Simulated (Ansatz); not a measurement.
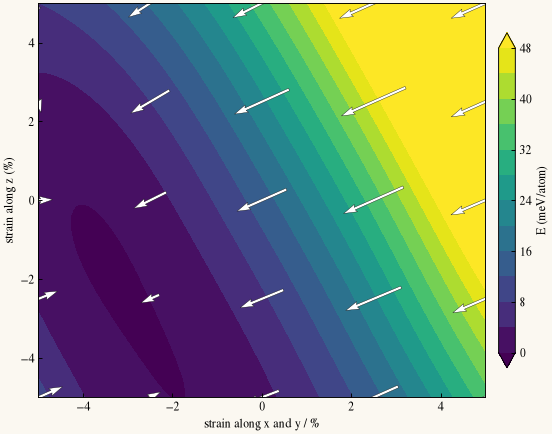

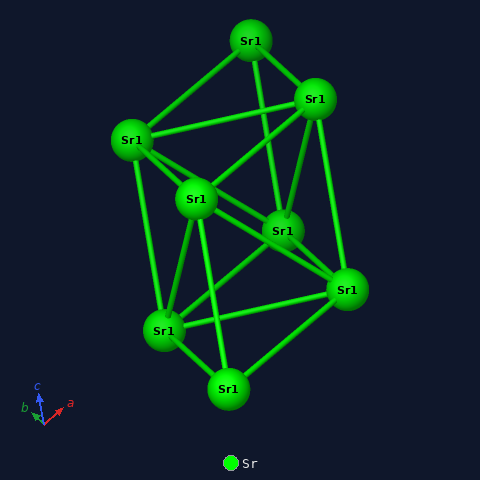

Energy landscape of Sr (Fm-3m, No. 225; 1 atom in the cell). The cell is strained homogeneously, by one strain along x and y and another along z, with fractional coordinates fixed (x, y and z along the cube axes). The first coordinate is: strain along x and y; the second: strain along z. The scan uses a 5 × 5 grid. All energies are given in meV/atom relative to the lowest grid point. The reference cell is the one listed in the database, not relaxed at this level. Method: DFT PBEsol, scalar-relativistic, plane waves, PAW (Ansatz). Settings: cutoff 420 eV, k-mesh 10×10×10, gaussian smearing 0.03 eV, no spin polarisation.

Drawn: filled contours, arrows along the force (downhill), their lengths compressed, one colour for all values above the top of the scale. Between grid points the surface is interpolated. The second picture is the structure at the lowest point

> What does the map say about the system?

The lowest grid point is at strain along x and y = −2.5 %, strain along z = −2.5 %. It is the only kind of minimum in the scanned range. The highest grid point, strain along x and y = 5.0 %, strain along z = 5.0 %, lies 94 meV/atom above the lowest.

The values on the grid:

| strain along z ↓, strain along x and y → | −5.0 | −2.5 | 0.0 | 2.5 | 5.0 |
| --- | --- | --- | --- | --- | --- |
| 5.0 | 8 | 16 | 34 | 61 | 94 |
| 2.5 | 3 | 8 | 23 | 46 | 76 |
| 0.0 | 1 | 2 | 14 | 34 | 61 |
| −2.5 | 3 | 0 | 7 | 23 | 47 |
| −5.0 | 9 | 0 | 3 | 15 | 34 |
